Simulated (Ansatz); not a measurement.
## Run report: MoS₂, single-point calculation

The run: single-point calculation of MoS₂ (P6₃/mmc, 6 atoms in the cell). Method and program: DFT PBE+D3(BJ), scalar-relativistic, plane waves, PAW, no spin polarisation (Ansatz 0.2.0).

The structure derives from an entry of the Crystallography Open Database. It belongs to a series of runs on one base structure; here: strain +0.030 along x and y, -0.015 along z, atoms carried along. Figures and captions count atoms from 1; the log counts them from 0 in places.

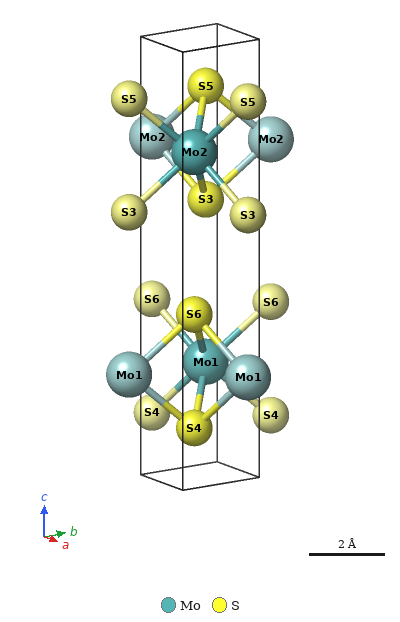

Fig. 1: The input geometry (ball-and-stick view of the cell of the calculation, seen slightly off an axis; neighbours outside the cell are drawn fainter; atoms are numbered from 1 in the order of the input). An atom can appear more than once, as a periodic image.

## The input
```yaml
crystal:
  lattice:
    - [3.2438316594, 0.0, 0.0]
    - [-1.6219158297, 2.8092406226, 0.0]
    - [0.0, 0.0, 11.9093925757]
  atoms:
    - { symbol: Mo, position: [0.3333333333, 0.6666666667, 0.25] }
    - { symbol: Mo, position: [0.6666666667, 0.3333333333, 0.75] }
    - { symbol: S, position: [0.3333333333, 0.6666666667, 0.6204905688] }
    - { symbol: S, position: [0.6666666667, 0.3333333333, 0.1204905688] }
    - { symbol: S, position: [0.3333333333, 0.6666666667, 0.8795094312] }
    - { symbol: S, position: [0.6666666667, 0.3333333333, 0.3795094312] }
basis:
  ecutwfc: 420
kpoints:
  mp_grid: { grid: [12, 12, 4] }
hamiltonian:
  xc: pbe
  dispersion: d3bj
scf:
  occupations: { method: gaussian, width: 0.05 }
output:
  forces: true
  stress: true
  eigenvalues: true
  write_density: true
  write_potential: true
  elf: true
  volumetric_format: npy
```

Hardware: 2 threads of Intel Xeon @ 2.50GHz (Skylake/Cascade Lake), 16 GiB of memory available, shared host.

Launched with:
```bash
ansatz run input.yaml --threads 2 --pin off --max-ram 5120MiB --backend cpu --events-out ev --progress --plain --runs-dir out
```

## What the program printed
```
Engine: ansatz 0.2.0, x86_64-unknown-linux-gnu
Pseudopotentials: kind: paw
Pseudopotential: Mo, paw, valence charge 14, recommended cutoff 420 eV (normal), Mo.paw.azcp
Pseudopotential: S, paw, valence charge 6, recommended cutoff 420 eV (normal), S.paw.azcp
Functional definition: PBE
  parameter kappa = 0.804
  parameter beta = 0.06672455060314922
  exchange = pbe_x(kappa = kappa, mu = beta*pi^2/3)
  correlation = pbe_c(beta = beta)
Crystal: 6 atoms, lattice volume = 108.527 Å³
Basis set: ecut = 420 eV, 2175 PW (Γ), exchange–correlation on 48×48×160 points (8 copies of the dense FFT grid, shifted against one another)
Bands: 32, of which v1, the nominal top of the filled ones, is band 26 counted from 1 (25 counted from 0)
Symmetry: 24 space group operations
Space group: P63/mmc (ITA 194), of the structure as read, at distance tolerance 4.8e-5 Å
k-points: 57 of 576
Non-local potential: Mo, projectors of the file, l = 0: 3, l = 1: 2, l = 2: 2, l = 3: 1
Non-local potential: S, projectors of the file, l = 0: 2, l = 1: 2, l = 2: 2
PAW form: soft (Blöchl's): semilocal exchange-correlation on the pseudo side does not see the compensation charge
PAW one-centre angular grid: Mo, 590 points (default); XC on 64 Gauss nodes
PAW one-centre angular grid: S, 110 points (default); XC on 64 Gauss nodes
Initial density: superposition of atomic densities (neutral atoms: chi_scale 0, normalization atom), corrected by the library's trained network
Initial wavefunctions: pseudopotential atomic-orbital guess
Functional: x = pbe(κ = 0.804, μ = 0.2195149727645171), c = pbe(β = 0.06672455060314922)
SCF iter   1: F=—  HF=-13527.927032 eV  |F-HF|=—  |Δ(HF+E_count)|=         —  Δρ=5.37e-3  dr2=1.03e-2  ethr=1.77e-3  ⟨swp⟩=6.4  Hψ=7788  notcnv=0
preconditioner: auto → Resta (q_TF=auto, 2.413 Å⁻¹)  ε∞=9.0  [insulator: Δε(μ)=0.533 eV  Ē_g=7.580 eV  σ=0.050 eV  W_gap=1.00  n_scr=26 (ndim 8)  ℏωp=21.4 eV  f_vac=0.013  D(μ)=0.00/eV (n_scr^D=0)  ε∞_Penn≈9.0]
SCF iter   2: F=—  HF=-13527.934999 eV  |F-HF|=—  |Δ(HF+E_count)|=   7.97e-3  Δρ=3.05e-3  dr2=2.67e-3  ethr=1.98e-5  ⟨swp⟩=2.2  Hψ=3398  notcnv=0  defer=1
SCF iter   3: F=—  HF=-13527.939478 eV  |F-HF|=—  |Δ(HF+E_count)|=   4.48e-3  Δρ=1.02e-3  dr2=2.22e-3  ethr=5.13e-6  ⟨swp⟩=2.1  Hψ=2633  notcnv=0  defer=1
SCF iter   4: F=—  HF=-13527.939337 eV  |F-HF|=—  |Δ(HF+E_count)|=   1.41e-4  Δρ=1.31e-4  dr2=1.69e-5  ethr=4.27e-6  ⟨swp⟩=2.0  Hψ=2368  notcnv=0  defer=1
SCF iter   5: F=—  HF=-13527.939294 eV  |F-HF|=—  |Δ(HF+E_count)|=   4.26e-5  Δρ=3.92e-5  dr2=1.90e-6  ethr=3.25e-8  ⟨swp⟩=2.0  Hψ=2524  notcnv=0  defer=1
SCF iter   6: F=—  HF=-13527.939295 eV  |F-HF|=—  |Δ(HF+E_count)|=   9.57e-7  Δρ=9.30e-6  dr2=1.00e-7  ethr=3.65e-9  ⟨swp⟩=2.0  Hψ=2433  notcnv=0  defer=1
SCF iter   7: F=-13527.939295 eV  HF=-13527.939295 eV  |F-HF|=2.70e-9  |Δ(HF+E_count)|=   8.84e-8  Δρ=1.81e-6  dr2=3.72e-9  ethr=1.92e-10  ⟨swp⟩=11.9  Hψ=12367  notcnv=0
SCF 1 converged in 7 iterations: F = -13527.939295 eV  dr2 = 3.72e-9
  greatest PAW one-centre occupation: 0.998 electrons in one spin orbital (limit 2), on the Mo atom at site 1 (counted from 0), in its partial waves of l = 0
```

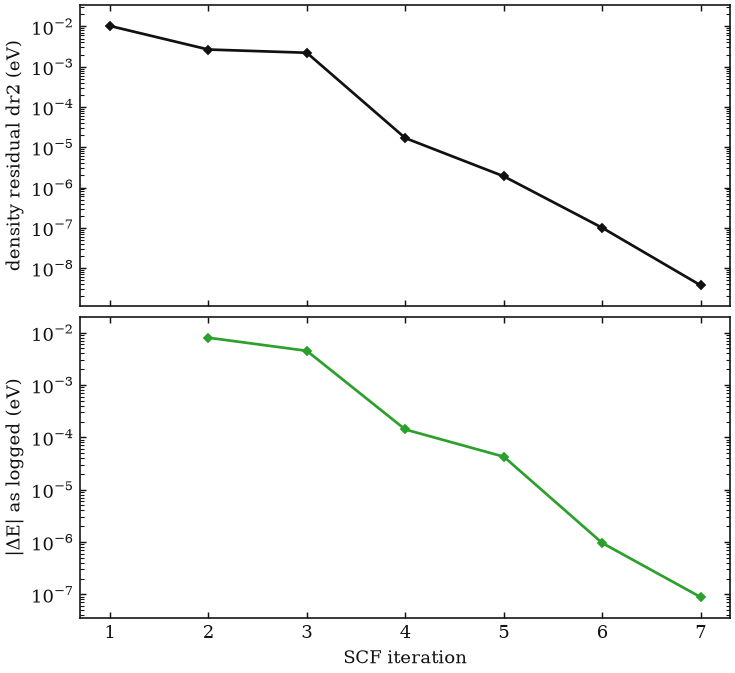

Fig. 2: Convergence of the self-consistent field: density residual dr2 and size of the energy change against the SCF iteration. The residual falls at every step.

```
SCF converged after 7 iterations
Free energy (F): -13527.939295 eV
Harris-Foulkes:  -13527.939295 eV  (|F-HF|=2.70e-9)
Internal energy: -13527.939295 eV  (E = F + TS)
E sigma→0 (E₀):  -13527.939295 eV
Fermi energy:    11.216787 eV
--- Per-component energies (eV) ---
  E_band       = -319.944836
  E_kinetic    = 1307.501256
  E_local      = -3719.214417  (includes V_loc(G=0)·N_el)
  E_nonlocal   = 398.244942
  E_hartree    = 1403.883560
  E_xc         = -755.392541
  E_vxc        = -807.866891  (∫ρ·V_xc dr)
  E_paw        = -8802.809598  (= ΣΔE_a)
  E_vpaw       = -306.379308  (= ΣTr[D̂ρ^β])
  E_aug_tail   = 0.000099  (compensation charges beyond the density's cutoff)
  E_ewald      = -3357.643011
  E_disp       = -2.509584  (pairwise vdW)
  E_smearing   = -0.000000  (= −TS)
  E_closure    = -0.000000  (closes the sum)
  Σ components = -13527.939295   (vs F -13527.939295, Δ=0.00e0)
--- Forces (eV/Å), atoms counted from 1 ---
  atom   1  Mo     0.00000000     0.00000000    -0.00000000
  atom   2  Mo    -0.00000000     0.00000000     0.00000000
  atom   3  S      0.00000000     0.00000000     0.15414072
  atom   4  S      0.00000000    -0.00000000     0.15414072
  atom   5  S     -0.00000000    -0.00000000    -0.15414072
  atom   6  S     -0.00000000     0.00000000    -0.15414072
  max |Σ_I F_I| component: 7.70e-34 eV/Å
--- Stress (GPa, compression-positive) ---
       -8.038325      -0.000000      -0.000000
        0.000000      -8.038325      -0.000000
       -0.000000      -0.000000      -0.928740
  P = ⅓ Tr σ = -5.6685 GPa (-56.685 kbar)
--- Band table (eV; the first three rows and the last of 57) ---
  k-point 0: bands = ["-50.8543", "-50.8543", "-24.9516", "-24.9514", "-24.8153", "-24.8153", "-24.8153", "-24.8153", "-4.0931", "-3.7362", "-2.8832", "-2.2975", "3.9382", "5.2206", "7.3216", "7.3216", "7.3445", "7.3445", "7.3856", "8.3805", "8.3805", "8.4565", "8.4565", "9.8622", "10.0199", "10.9640", "12.6395", "12.6395", "12.6740", "12.6740", "12.8182", "12.8182"]
  k-point 1: bands = ["-50.8543", "-50.8543", "-24.9516", "-24.9515", "-24.8153", "-24.8153", "-24.8153", "-24.8153", "-4.0549", "-3.8113", "-2.7768", "-2.3716", "4.0808", "4.9516", "7.3248", "7.3248", "7.3410", "7.3410", "7.7358", "8.3916", "8.3916", "8.4454", "8.4454", "9.2490", "10.4526", "10.9182", "12.6391", "12.6391", "12.6580", "12.6580", "12.8658", "12.8658"]
  k-point 2: bands = ["-50.8543", "-50.8543", "-24.9515", "-24.9515", "-24.8153", "-24.8153", "-24.8153", "-24.8153", "-3.9491", "-3.9491", "-2.5606", "-2.5606", "4.4646", "4.4646", "7.3327", "7.3327", "7.3327", "7.3327", "8.4185", "8.4185", "8.4185", "8.4185", "8.4657", "8.4657", "10.7624", "10.7624", "12.6424", "12.6424", "12.6424", "12.6424", "12.9582", "12.9582"]
  k-point 56: bands = ["-50.8216", "-50.8216", "-25.0481", "-25.0481", "-25.0100", "-25.0100", "-24.8827", "-24.8827", "-1.9906", "-1.9906", "-1.8060", "-1.8060", "4.7937", "4.7937", "5.5277", "5.5277", "6.0925", "6.0925", "6.2368", "6.2368", "7.4988", "7.4988", "8.0450", "8.0450", "9.9785", "9.9785", "11.4828", "11.4828", "13.1134", "13.1134", "13.4321", "13.4321"]
```

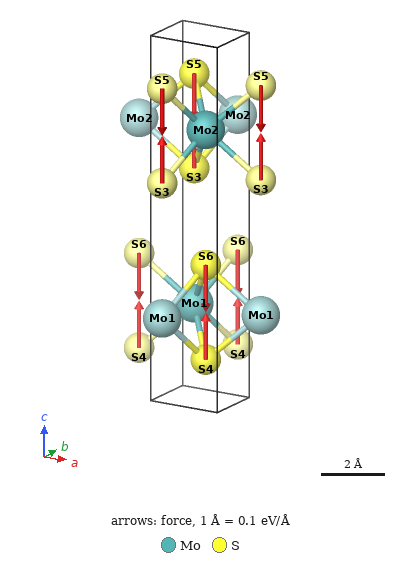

Fig. 3: Forces on the atoms as red arrows (ball-and-stick view of the cell of the calculation, seen slightly off an axis; neighbours outside the cell are drawn fainter; atoms are numbered from 1 in the order of the input). The largest act on all 4 S atoms (0.15 eV/Å). The geometry is not a stationary point of this energy.

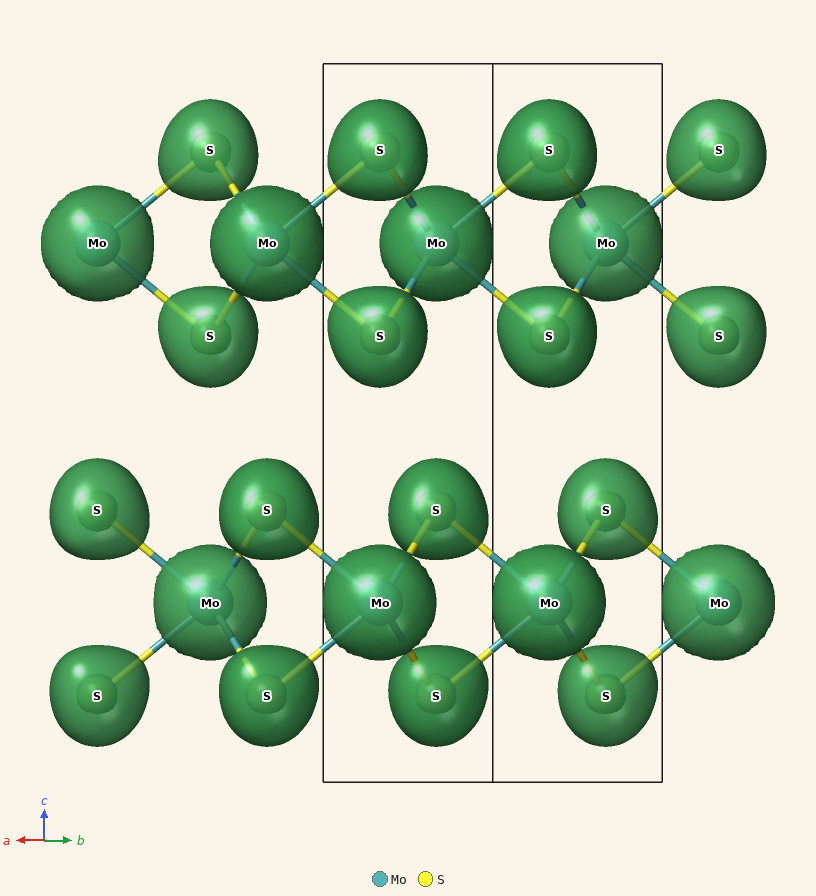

Fig. 4: Isosurface of the valence electron density at 0.8 e/Å³ (green), seen along [110]. Sticks mark near contacts. The outline is the cell set on symmetry axes. At this value the density breaks into separate islands; it holds about 55 % of the electrons treated as valence (semicore included). It is pinched off along the Mo–S (2.43 Å) contacts. On the grid the lowest density along these lines, outside the cores, is 0.58 e/Å³ (Mo–S, 2.43 Å). Core electrons are frozen (PAW), so the fields are smoothed inside the atomic spheres.

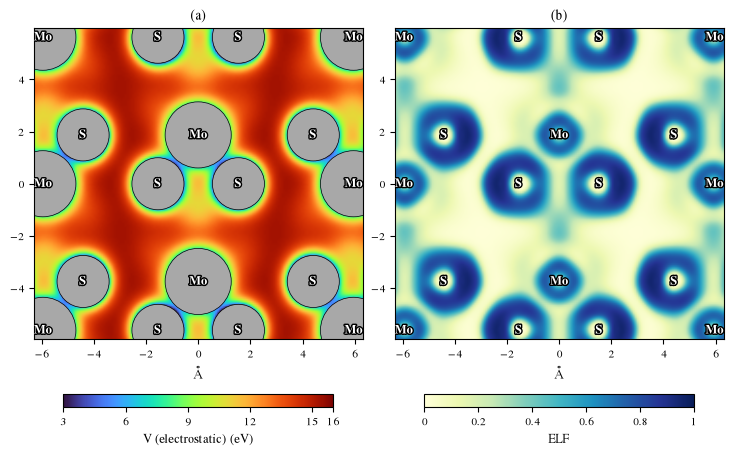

Fig. 5: (a) electrostatic potential energy of an electron; (b) ELF on the (110) plane of the conventional cell. Grey discs, where drawn, cover atomic cores. The section cuts through Mo and S sites. Mo–S (2.43 Å): the ELF is about 0.45 at the midpoint. The strong features right at Mo lie inside the PAW spheres (semicore, d or f shells) and say nothing about bonding. Outside the cores the potential energy rises away from the atoms and is highest about 2.3 Å from the nearest atoms; outside the discs it spans about 12 eV, and its zero is arbitrary.

## Results in brief

- outcome: converged
- space group (tolerance 0.01 Å): P6₃/mmc (194)
- electrons treated: 52
- free energy: −13527.9393 eV
- Fermi energy: 11.217 eV
- gap on the k-point mesh: 0.52 eV
- pressure: −5.67 GPa
- largest force (length of the vector): 0.154 eV/Å
- wall time: 5.5 s (CPU time 11 s)
- peak memory: 0.52 GiB
